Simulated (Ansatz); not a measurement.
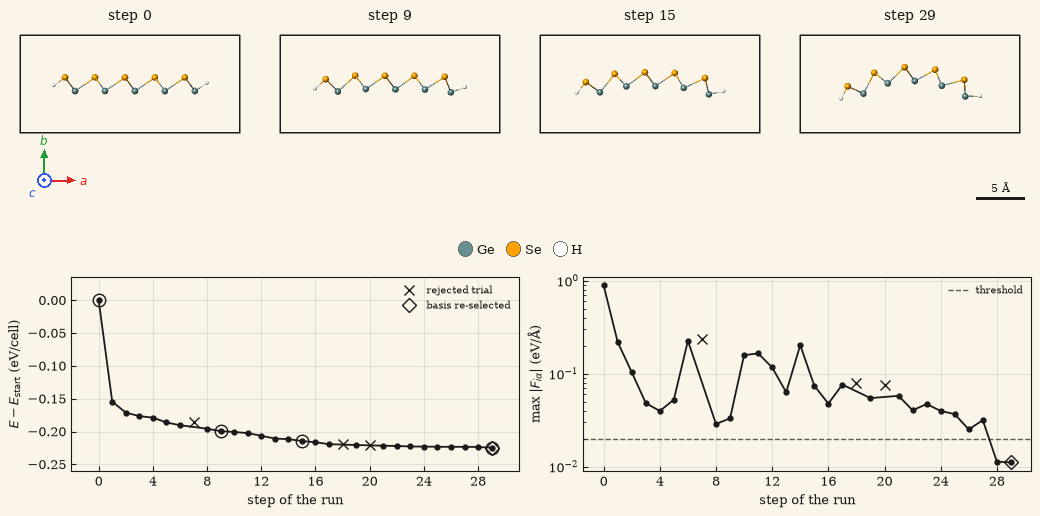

Frames of a relaxation of a wire of composition Ge5H2Se5, marked on the history of the run. The picture is a ball-and-stick view of the 2 repeat of the cell, with the vacuum cut short, seen along the c axis.

Case: zigzag ribbon, 5 formula units a period, edges capped with H.

These are results of DFT PBE, scalar-relativistic, plane waves, PAW in Ansatz, not measurements.

Input
```yaml
crystal:
  lattice:
    - [25.3, 0.0, 0.0]
    - [0.0, 10.7, 0.0]
    - [0.0, 0.0, 3.6694138038]
  atoms:
    - { symbol: Ge, position: [0.2685807808, 0.4325859159, 0.5] }
    - { symbol: Ge, position: [0.3941857441, 0.4325859159, 0.0] }
    - { symbol: Ge, position: [0.5197907074, 0.4325859159, 0.5] }
    - { symbol: Ge, position: [0.6453956707, 0.4325859159, 0.0] }
    - { symbol: Ge, position: [0.7710006339, 0.4325859159, 0.5] }
    - { symbol: Se, position: [0.2267124597, 0.5674140841, 0.0] }
    - { symbol: Se, position: [0.352317423, 0.5674140841, 0.5] }
    - { symbol: Se, position: [0.4779223863, 0.5674140841, 0.0] }
    - { symbol: Se, position: [0.6035273496, 0.5674140841, 0.5] }
    - { symbol: Se, position: [0.7291323129, 0.5674140841, 0.0] }
    - { symbol: H, position: [0.8213125733, 0.513595453, 0.5] }
    - { symbol: H, position: [0.1786874267, 0.4900867987, 0.0] }
basis:
  ecutwfc: 420
kpoints:
  mp_grid: { grid: [1, 1, 15] }
hamiltonian:
  xc: pbe
scf:
  occupations: { method: gaussian, width: 0.05 }
output:
  forces: true
  stress: true
  eigenvalues: true
  populations: true
  write_density: true
  write_potential: true
  elf: true
  volumetric_format: npy
relax:
  adjacent_minimum: "off"
  f_tol: 0.02
  max_steps: 45
  cell: { fix: [a, b, alpha, beta, gamma], stress_tol: 0.03 }
```

Command:
```bash
ansatz run input.yaml --threads 4 --pin off --max-ram 11264MiB --backend cpu --events-out ev --progress --plain --runs-dir out
```

What happens along the run?

Answer. H12 moves most relative to the centre of the atoms: 1.63 Å. Largest moves by element: H 1.63 Å, Ge 1.18 Å, Se 1.09 Å. Along the periodic axis the drawn cell goes c 7.339 → 7.488 Å (+2.0 %). Near-neighbour distances that change, for instance: Ge2–Se8 2.563 → 2.482 Å, Ge1–Se7 2.563 → 2.492 Å, Ge1–Se6 2.563 → 2.628 Å, Ge5–H11 1.540 → 1.598 Å. Bond angles that change, for instance: Ge4–Se10–Ge5 91.4° → 81.7°, Ge1–Se7–Ge2 91.4° → 82.6°, Ge2–Se8–Ge3 91.4° → 84.6°. After 25 accepted moves (29 points after the start) the energy has fallen by 0.225 eV per cell of the calculation. Largest force component: 0.89 eV/Å at the start, 0.011 eV/Å at the end. The line search rejected the trial steps at points 7, 18, 20 of the run. The SCF was repeated once at an unchanged geometry on a basis and grid sized afresh for the cell, which shifted the energy by 1.1 meV per cell of the calculation at most. The run took 13 min on 4 threads of Intel(R) Xeon(R) Platinum 8375C CPU @ 2.90GHz (Ice Lake), on a shared host, peak memory 2.3 GiB. From step 0 to 9: H11 moves most (0.49 Å), energy −0.199 eV per cell of the calculation. From step 9 to 15: H12 moves most (0.52 Å), energy −15.0 meV per cell of the calculation. From step 15 to 29: H12 moves most (0.76 Å), energy −10.2 meV per cell of the calculation.
